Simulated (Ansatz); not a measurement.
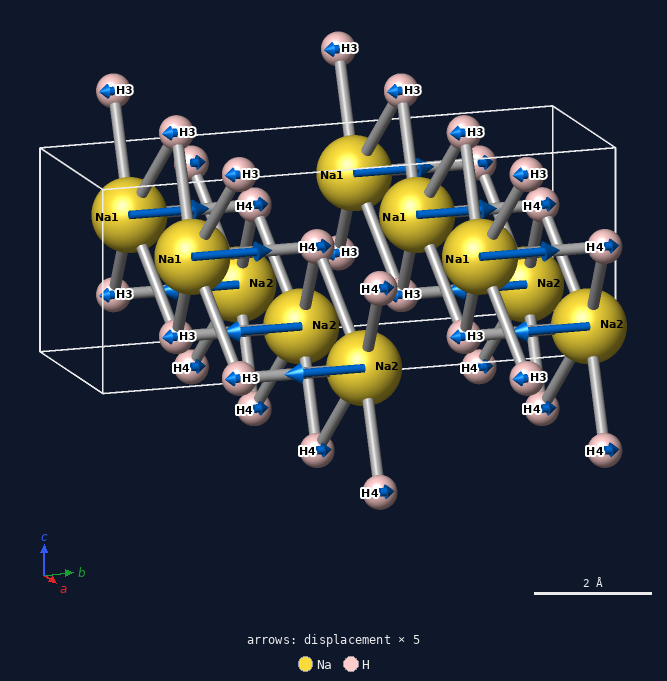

A relaxation of crystalline NaH (built on the TlCl-63 type type). The starting structure is drawn; blue arrows show the displacements (the part carried along by the change of the cell is left out), 5 times their true length.

A ball-and-stick model of the conventional cell (2 times the calculation's cell), repeated 2 × 1 × 1 with one cell outlined, seen slightly off an axis. Lengths and directions refer to the drawn axes.

Method: DFT, PBEsol, plane waves, PAW (Ansatz). Settings: plane-wave cutoff 420 eV; k-point mesh 8 × 8 × 6; occupations fermi dirac; smearing width 0.03 eV; no spin polarisation; cell and atoms relaxed; force threshold 0.01 eV/Å; at most 120 steps.

Atoms of which element are displaced furthest, and by how much?

Answer. Sodium: up to 0.29 Å, against 0.05 Å for hydrogen.

Describe the change and its energy.

Answer. The energy falls by 65.5 meV per atom in 9 accepted moves (11 points after the start). The largest force component goes from 0.67 to 0.0028 eV/Å. The pressure goes from −0.18 to −0.01 GPa. The SCF was repeated twice at an unchanged geometry on a basis and grid sized afresh for the cell, which shifted the energy by 1.4 meV per atom at most. The largest moves relative to the cell, 0.29 Å, are those of Na1 and Na2. Na1 goes along +b. Largest moves by element: Na 0.29 Å, H 0.05 Å. The drawn cell changes as follows: a 3.252 → 3.217 Å (−1.1 %), b 9.307 → 10.930 Å (+17.4 %), c 3.592 → 3.367 Å (−6.3 %); the volume changes by +8.9 %. Among the contacts that change: Na1–Na2 2.768 → 3.488 Å, Na1–H4 2.265 → 2.422 Å, Na1–H3 2.439 → 2.328 Å, Na1–Na1 3.252 → 3.217 Å. Bond angles that change, for instance: H4–Na2–H4 166.7° → 179.4°, Na2–H4–Na2 166.7° → 179.4°, Na1–H4–Na2 96.6° → 89.7°. The space group stays Cmcm (No. 63). The run took 14 s on 2 threads of AMD EPYC 7R13 Processor (Zen 3), with other jobs on the host, peak memory 0.52 GiB.
